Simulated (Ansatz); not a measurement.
System: PbF$_{2}$.

The calculation's input:

```
crystal:
  lattice:
    - [0.0, 2.9458076056, 2.9458076056]
    - [2.9458076056, 0.0, 2.9458076056]
    - [2.9458076056, 2.9458076056, 0.0]
  atoms:
    - { symbol: Pb, position: [0.0, 0.0, 0.0] }
    - { symbol: F, position: [0.25, 0.25, 0.25] }
    - { symbol: F, position: [0.75, 0.75, 0.75] }
kpoints:
  mp_grid: { grid: [6, 6, 6] }
  band_path:
    path:
      - [0.0, 0.0, 0.0]
      - [0.5, 0.0, 0.5]
      - [0.625, 0.25, 0.625]
      - [0.375, 0.375, 0.75]
      - [0.5, 0.5, 0.5]
      - [0.5, 0.25, 0.75]
      - [0.25, -0.5, -0.25]
      - [0.0, 0.5, 0.5]
    npoints: 1
hamiltonian:
  xc: pbe0
scf:
  occupations: { method: fixed }
  n_extra_bands: 4
output:
  forces: true
  stress: true
  eigenvalues: true
  write_density: true
  write_potential: true
  elf: true
  volumetric_format: npy
```

Launched as:

```sh
ansatz run input.yaml --threads 2 --pin off --max-ram 2211MiB --backend cpu --events-out ev --progress --plain --runs-dir out
```

Below, planes, directions and counts refer to the conventional cell (a = 5.89 Å, b = 5.89 Å, c = 5.89 Å, α = 90.00°, β = 90.00°, γ = 90.00°).

Space group Fm-3m; started from the measured structure prototype, which need not be the ambient phase; computed pressure about 2 GPa in this cell.

Level of theory: Ansatz 0.2.0, DFT, PBE0, plane waves, PAW.

Question: Predict the valence pseudo-density and electron localisation function between the atoms.

Answer: Pb–F (2.55 Å): ρ at the midpoint is about 0.25 e/Å³; the ELF is about 0.10 at the midpoint: no shared electron pair shows on this line.

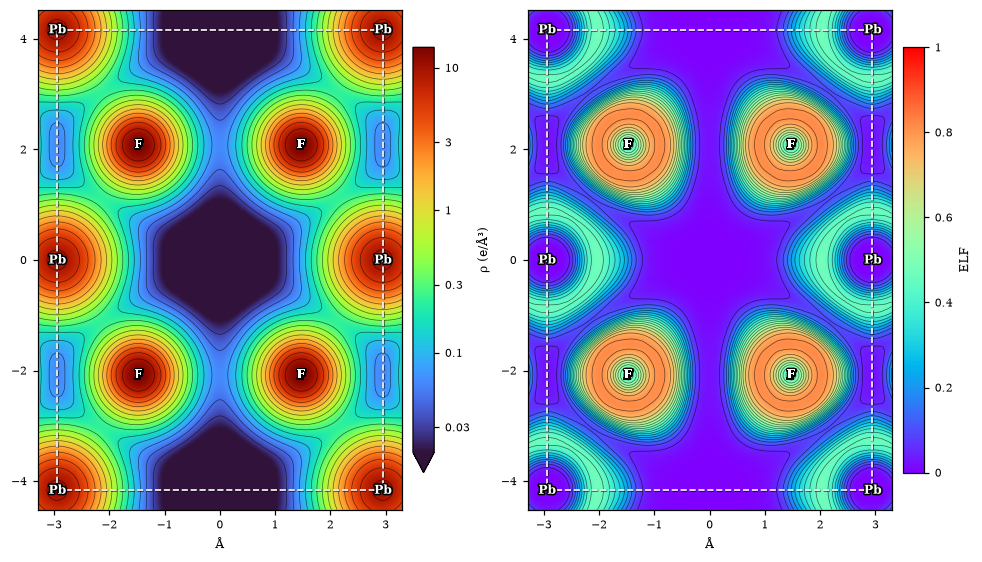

Computed valence pseudo-density and electron localisation function on the (101) plane of the conventional cell, in this order. 

In a PAW calculation such maps are meaningful between the atoms, not at the nuclei.
